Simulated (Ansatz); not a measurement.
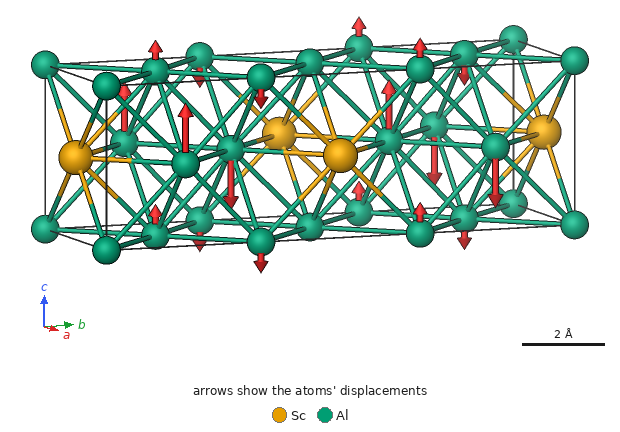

The lowest optical mode of solid ScAl5 (a generated structure), space group Cmmm (No. 65), at the zone centre. Displacements are drawn as red arrows; their common scale and sign are arbitrary. The picture is a ball-and-stick view of the conventional cell (2 times the calculation's cell), seen slightly off an axis. Lengths and directions refer to the drawn axes.

Level of theory: Ansatz 0.2.0, DFT PBE, scalar-relativistic, plane waves, PAW. (plane-wave cutoff 420 eV; k-point mesh 10 × 10 × 10; occupations fermi dirac; smearing width 0.15 eV; no spin polarisation)

The frequencies depend somewhat on the k-mesh and the smearing.

**Is the structure stable against all modes at this point?**

Yes: this softest mode has a real frequency, and so have all others here. That speaks for this wave vector alone: the rest of the zone wasn't checked in this run. This is the B₃g mode at 169 cm⁻¹, the lowest optical level, Raman-active by symmetry. The Sc and Al (2a) atoms stay at rest; all motion is along c; atoms of one kind move against one another, with no net shift of any sublattice.
